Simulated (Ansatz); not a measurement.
A series of calculations on Zr12C

### Relaxation

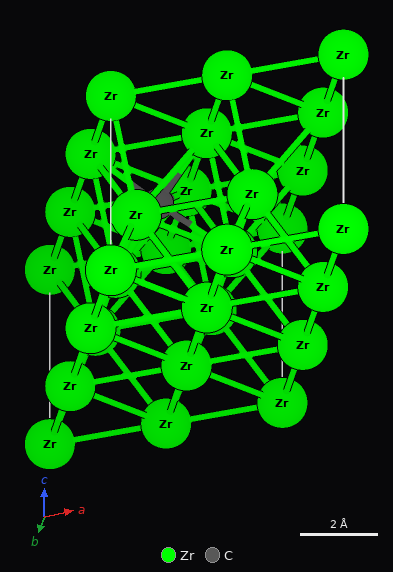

A defect cell of composition Zr12C, before the relaxation. Style: ball-and-stick. Shown: the cell of the calculation, from a free direction.

It is an interstitial C in hcp Zr. The run prepares the start of a later molecular dynamics calculation, from a guessed geometry.

Theory: DFT PBE-D3(BJ), scalar-relativistic, plane waves, PAW in Ansatz 0.2.0.

Input
```yaml
accuracy: low
crystal:
  lattice:
    - [6.46, 0.0, 0.0]
    - [-4.845, 8.391786, 0.0]
    - [0.0, 0.0, 5.14539]
  atoms:
    - { symbol: Zr, position: [0.0, 0.0, 0.0] }
    - { symbol: Zr, position: [0.1666667, 0.2222222, 0.5] }
    - { symbol: Zr, position: [0.0, 0.3333333, 0.0] }
    - { symbol: Zr, position: [0.1666667, 0.5555556, 0.5] }
    - { symbol: Zr, position: [0.0, 0.6666667, 0.0] }
    - { symbol: Zr, position: [0.1666667, 0.8888889, 0.5] }
    - { symbol: Zr, position: [0.5, 0.0, 0.0] }
    - { symbol: Zr, position: [0.6666667, 0.2222222, 0.5] }
    - { symbol: Zr, position: [0.5, 0.3333333, 0.0] }
    - { symbol: Zr, position: [0.6666667, 0.5555556, 0.5] }
    - { symbol: Zr, position: [0.5, 0.6666667, 0.0] }
    - { symbol: Zr, position: [0.6666667, 0.8888889, 0.5] }
    - { symbol: C, position: [0.319552, 0.4436023, 0.7488018] }
basis:
  ecutwfc: 420.0
kpoints:
  mp_grid: { grid: [3, 2, 3] }
hamiltonian:
  xc: pbe
  dispersion: d3bj
scf:
  occupations: { method: fermi_dirac, width: 0.1 }
  lower_state_search: "off"
relax:
  f_tol: 0.08
  max_steps: 25
  adjacent_minimum: "off"
```

Launched with:
```bash
ansatz run input.yaml --threads 2 --pin off --max-ram 5120MiB --backend cpu --events-out ev --progress --plain --runs-dir out
```

**Where does the relaxation end?**

C13 moves most: 0.079 Å roughly along +a. By element the largest moves are C 0.079 Å, Zr 0.050 Å. The cell stays as it was. Among the contacts that change: Zr10–C13 2.326 → 2.260 Å, Zr1–Zr5 3.230 → 3.171 Å, Zr3–C13 2.206 → 2.260 Å, Zr5–Zr7 3.230 → 3.177 Å. Bond angles that change, for instance: Zr2–C13–Zr11 175.7° → 179.9°, Zr9–C13–Zr10 86.1° → 89.6°, Zr3–C13–Zr10 176.9° → 180.0°. The energy falls by 77.5 meV per cell of the calculation in 2 accepted moves (3 points after the start). The largest force component goes from 1.1 to 0.017 eV/Å. The line search rejected the trial step at point 1 of the run. The run took 77 s on 2 threads of Arm Neoverse N1 (shared host), peak memory 0.67 GiB.

The structure at the end:

```
CELL_PARAMETERS angstrom
6.46000 0.00000 0.00000
-4.84500 8.39179 0.00000
0.00000 0.00000 5.14539
ATOMIC_POSITIONS crystal
Zr 0.99799 0.99769 0.00439
Zr 0.16573 0.22249 0.50066
Zr 0.00175 0.33388 0.00242
Zr 0.16687 0.55492 0.49907
Zr 0.00279 0.67203 0.00343
Zr 0.16698 0.89014 0.49900
Zr 0.49695 0.99836 0.00135
Zr 0.66174 0.21672 0.49630
Zr 0.49787 0.33387 0.00043
Zr 0.66281 0.55474 0.49722
Zr 0.49926 0.66639 0.99897
Zr 0.66652 0.89131 0.49568
C 0.33229 0.44440 0.74988
```

After the run, drawn alike:

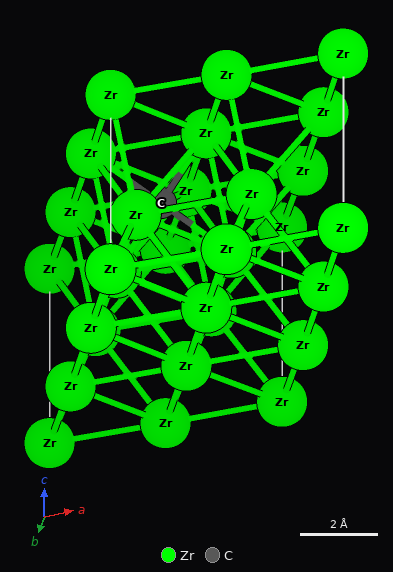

Limits of the set-up: the k-point mesh is coarse for a cell with partly filled bands; the program's low-accuracy preset was used; the periodic images lie only 5.1 Å apart, so the values are limited by the cell's size.

### Dynamics

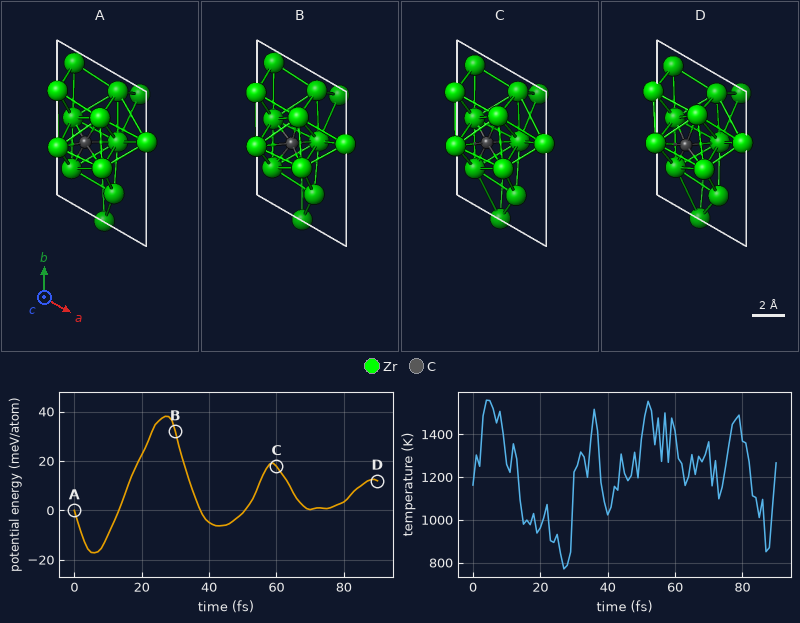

First-principles dynamics of Zr with an interstitial C (13 atoms in the cell), 90 fs long. It starts from the last geometry of an earlier run, with fresh velocities. Frames (A at 0 fs, B at 30 fs, C at 60 fs, D at 90 fs) and the history of the run. The picture is a ball-and-stick view of the simulation cell, seen along the c axis. Bonds to atoms that aren't drawn are left out.

The calculation used DFT PBE-D3(BJ), scalar-relativistic, plane waves, PAW in Ansatz. Set-up: plane-wave cutoff 420 eV; k-point mesh 3 × 2 × 3; Fermi-Dirac smearing 0.1 eV; low-accuracy preset; Langevin thermostat (NVT); set temperature 1260 K; time step 1 fs; friction 0.05 per fs.

Input file:
```yaml
accuracy: low
crystal:
  lattice:
    - [6.46, 0.0, 0.0]
    - [-4.845, 8.391786, 0.0]
    - [0.0, 0.0, 5.14539]
  atoms:
    - { symbol: Zr, position: [-0.0729238, -0.04122504, 0.06830893] }
    - { symbol: Zr, position: [0.16267172, 0.22453734, 0.47963797] }
    - { symbol: Zr, position: [0.01039581, 0.31019671, -0.03982982] }
    - { symbol: Zr, position: [0.17801737, 0.55783512, 0.4755145] }
    - { symbol: Zr, position: [0.00477509, 0.67487933, -0.03335207] }
    - { symbol: Zr, position: [0.19313737, 0.91649343, 0.52539053] }
    - { symbol: Zr, position: [0.52968497, 0.00696233, 0.00820451] }
    - { symbol: Zr, position: [0.637812, 0.22085004, 0.48918962] }
    - { symbol: Zr, position: [0.50529918, 0.33956179, 0.00397082] }
    - { symbol: Zr, position: [0.67904892, 0.56843299, 0.47690502] }
    - { symbol: Zr, position: [0.48122031, 0.65786122, -0.00875655] }
    - { symbol: Zr, position: [0.68028325, 0.89602583, 0.55918337] }
    - { symbol: C, position: [0.31588764, 0.44534812, 0.70850058] }
basis:
  ecutwfc: 420.0
kpoints:
  mp_grid: { grid: [3, 2, 3] }
hamiltonian:
  xc: pbe
  dispersion: d3bj
scf:
  occupations: { method: fermi_dirac, width: 0.1 }
  lower_state_search: "off"
md:
  timestep: 1
  n_steps: 90
  ensemble: nvt_langevin
  temperature: 1260.0
  initial_velocities: maxwell_boltzmann
  seed: 302006
  friction: 0.05
```

Run as
```bash
ansatz run input.yaml --threads 2 --pin off --max-ram 5120MiB --backend cpu --events-out ev --progress --plain --runs-dir out
```

Q: What happens in this trajectory?

A: Over the second half the temperature averages 1273 K (spread ±157 K). The potential energy in the second half lies on average 6.0 meV per atom above the first frame. Root-mean-square distances from the starting positions over the second half, with the common drift of all atoms taken out: Zr 0.22 Å, C 0.20 Å. The run lasts only 90 fs, too short to tell vibration from diffusion.

Limits of the set-up: the k-point mesh is coarse for a cell with partly filled bands; the program's low-accuracy preset was used; the periodic images lie only 5.1 Å apart, so the values are limited by the cell's size.

Cost: 30 min on 2 threads of Arm Neoverse N1, with other jobs on the host, peak memory 0.92 GiB.

### Energy conservation

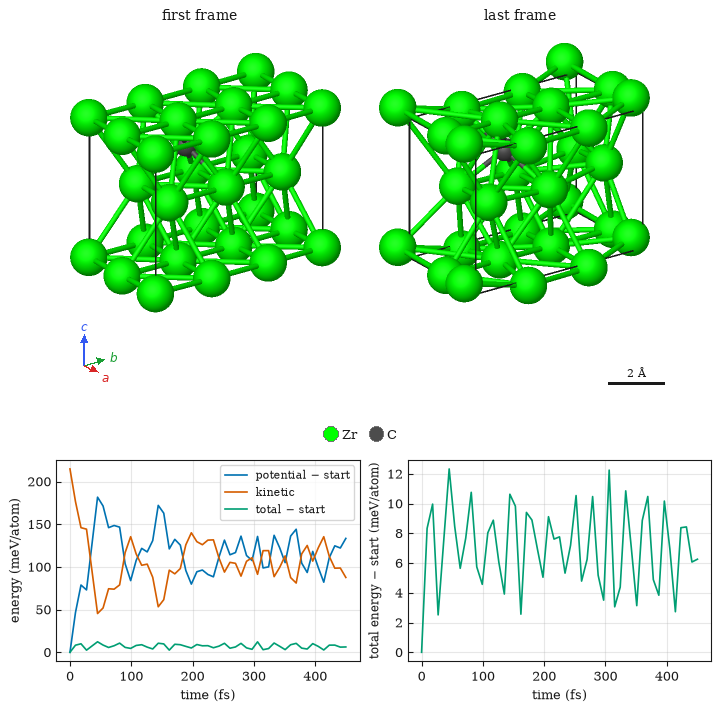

First-principles dynamics of Zr with an interstitial C (13 atoms in the cell), 450 fs long. The picture is a ball-and-stick view of the simulation cell, seen slightly off an axis. Bonds to atoms that aren't drawn are left out.

Method: Ansatz 0.2.0, DFT PBE-D3(BJ), scalar-relativistic, plane waves, PAW. Set-up: plane-wave cutoff 420 eV; k-point mesh 3 × 2 × 3; Fermi-Dirac smearing 0.1 eV; low-accuracy preset; constant energy (NVE); velocities drawn for 1800 K; time step 9 fs.

Input
```yaml
accuracy: low
crystal:
  lattice:
    - [6.46, 0.0, 0.0]
    - [-4.845, 8.391786, 0.0]
    - [0.0, 0.0, 5.14539]
  atoms:
    - { symbol: Zr, position: [-0.00201325, -0.00230712, 0.00438855] }
    - { symbol: Zr, position: [0.16572866, 0.22249005, 0.50065913] }
    - { symbol: Zr, position: [0.00175296, 0.33387683, 0.00241886] }
    - { symbol: Zr, position: [0.1668714, 0.55492282, 0.49907474] }
    - { symbol: Zr, position: [0.00279424, 0.67202956, 0.00342927] }
    - { symbol: Zr, position: [0.1669807, 0.89013643, 0.49900225] }
    - { symbol: Zr, position: [0.49694913, -0.00163726, 0.00135352] }
    - { symbol: Zr, position: [0.66173679, 0.21672301, 0.49629508] }
    - { symbol: Zr, position: [0.49787047, 0.33386676, 0.00042884] }
    - { symbol: Zr, position: [0.66281129, 0.55474053, 0.49722203] }
    - { symbol: Zr, position: [0.49926457, 0.66638568, -0.00103206] }
    - { symbol: Zr, position: [0.66651562, 0.89130867, 0.49567778] }
    - { symbol: C, position: [0.3322896, 0.44439974, 0.7498838] }
basis:
  ecutwfc: 420.0
kpoints:
  mp_grid: { grid: [3, 2, 3] }
hamiltonian:
  xc: pbe
  dispersion: d3bj
scf:
  occupations: { method: fermi_dirac, width: 0.1 }
  lower_state_search: "off"
md:
  timestep: 9.0
  n_steps: 50
  ensemble: nve
  temperature: 1800.0
  initial_velocities: maxwell_boltzmann
  seed: 325222
```

Launched with:
```bash
ansatz run input.yaml --threads 2 --pin off --max-ram 5120MiB --backend cpu --events-out ev --progress --plain --runs-dir out
```

Question: Check the integration.

Answer: The total energy moves between 0 and 12 meV per atom from its start, in jumps that begin near 0 fs. That is too much for reliable dynamics. The time step of 9 fs is long for the fastest vibrations here (lightest element carbon). The mean temperature in the second half is 898 K (standard deviation 124 K). The first frame carries almost no forces, so kinetic energy first flows into potential energy: the temperature drops from 1800 to 381 K within 45 fs, and without a thermostat its mean stays below the start. The potential energy in the second half lies on average 115 meV per atom above the first frame.

Limits of the set-up: the k-point mesh is coarse for a cell with partly filled bands; the program's low-accuracy preset was used; the periodic images lie only 5.1 Å apart, so the values are limited by the cell's size.
